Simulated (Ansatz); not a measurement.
**Te2Pt: density, localisation and related maps**

Input file:

```
crystal:
  lattice:
    - [4.026, 0.0, 0.0]
    - [-2.013, 3.4866182756, 0.0]
    - [0.0, 0.0, 39.7220000041]
  atoms:
    - { symbol: Te, position: [0.6666666667, 0.3333333333, 0.2271340669] }
    - { symbol: Pt, position: [0.0, 0.0, 0.2624327804] }
    - { symbol: Te, position: [0.3333333333, 0.6666666667, 0.2964208545] }
    - { symbol: Te, position: [0.6666666667, 0.3333333333, 0.3571464381] }
    - { symbol: Pt, position: [0.0, 0.0, 0.3911345122] }
    - { symbol: Te, position: [0.3333333333, 0.6666666667, 0.4264332257] }
  periodic: [true, true, false]
scf:
  occupations: { method: gaussian, width: 0.05 }
  n_extra_bands: 16
output:
  eigenvalues: true
  write_density: true
  write_potential: true
  elf: true
  volumetric_format: npy
kpoints:
  mp_grid: { grid: [14, 14, 1] }
hamiltonian:
  xc: pbesol
```

Launched as:

```sh
ansatz run input.yaml --threads 8 --pin off --max-ram 24576MiB --backend cpu --events-out ev --progress --plain --runs-dir out
```

The calculation used DFT PBEsol, scalar-relativistic, plane waves, PAW in Ansatz.

Core electrons are frozen (PAW), and the valence fields are smoothed inside the atomic spheres.

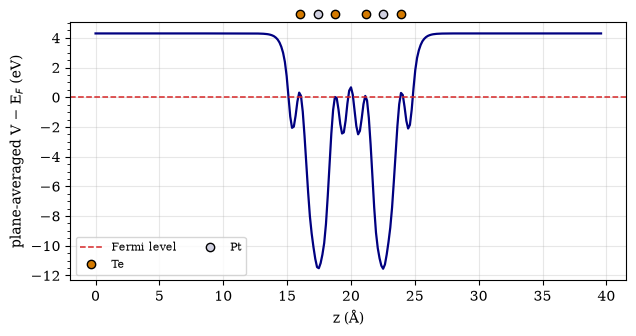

Figure 1. Plane average of the electrostatic potential energy of an electron across the slab. Circles mark the heights of the atoms.

### How far below the vacuum level is the Fermi level?

The potential is flat in the vacuum, 4.30 eV above the Fermi level; this is the work function, the same on both faces.

### How thick is the slab, and how wide the vacuum?

The outermost nuclei are 7.9 Å apart, in 6 atomic planes; the vacuum between periodic images is 31.8 Å wide.

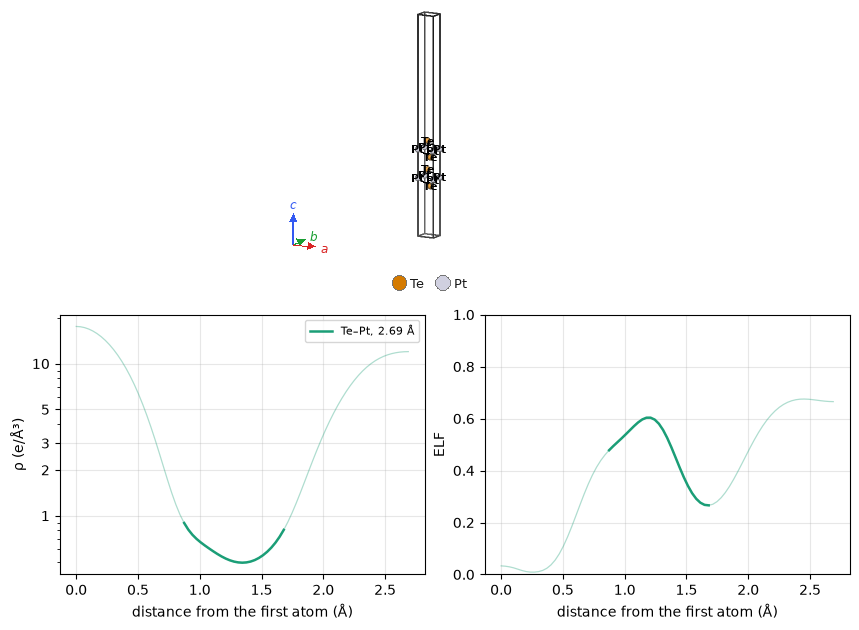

Figure 2. Valence electron density and electron localisation function along straight lines between neighbouring atoms. Thin, pale parts lie inside the atomic spheres. The structure is drawn too.

### What can be read from the curves?

Te–Pt (2.69 Å): ρ at the midpoint is about 0.49 e/Å³; the ELF is about 0.55 at the midpoint.

### Does the calculation give a band gap?

It is metallic or semimetallic at this level of theory: no gap opens.
